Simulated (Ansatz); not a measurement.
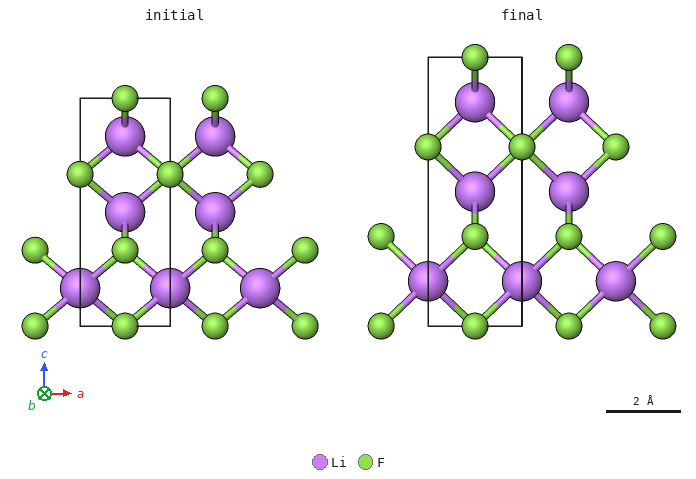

The structure of solid LiF (a generated structure, set up in P6_222) (coarse preliminary run) before (left) and after (right) a relaxation, at one scale.

Style: ball-and-stick. Shown: the cell of the calculation, repeated 2 × 1 × 1 with one cell outlined, along the b axis.

Level of theory: DFT PBE, scalar-relativistic, plane waves, PAW (Ansatz 0.2.0). Set-up: plane-wave cutoff 420 eV; k-point mesh 6 × 6 × 4; occupations gaussian; smearing width 0.1 eV; no spin polarisation; cell and atoms relaxed; force threshold 0.04 eV/Å; at most 70 steps.

Q: Describe what moved and what it gained.

A: The atoms keep their places relative to the cell (all moves are under 0.005 Å). Cell: a = b 2.843 → 2.966 Å (+4.3 %), c 6.226 → 7.349 Å (+18.0 %). Volume +28.5 %. Some distances before and after: Li–Li 2.516 → 2.864 Å, F–Li 1.760 → 1.923 Å. Bond angles that change, for instance: Li–F–Li 107.7° → 100.9°, F–Li–F 107.7° → 100.9°, F–Li–F 91.2° → 96.2°. The space group stays P6_222 (No. 180). After 7 accepted moves (10 points after the start) the energy has fallen by 1.085 eV per cell of the calculation. All forces vanish by symmetry, so only the cell relaxes. The pressure goes from 27.54 to 0.03 GPa. At 3 points the geometry stayed and the basis and grid were re-selected for the new cell (energy shift of 0.180 eV per cell of the calculation at most each time).
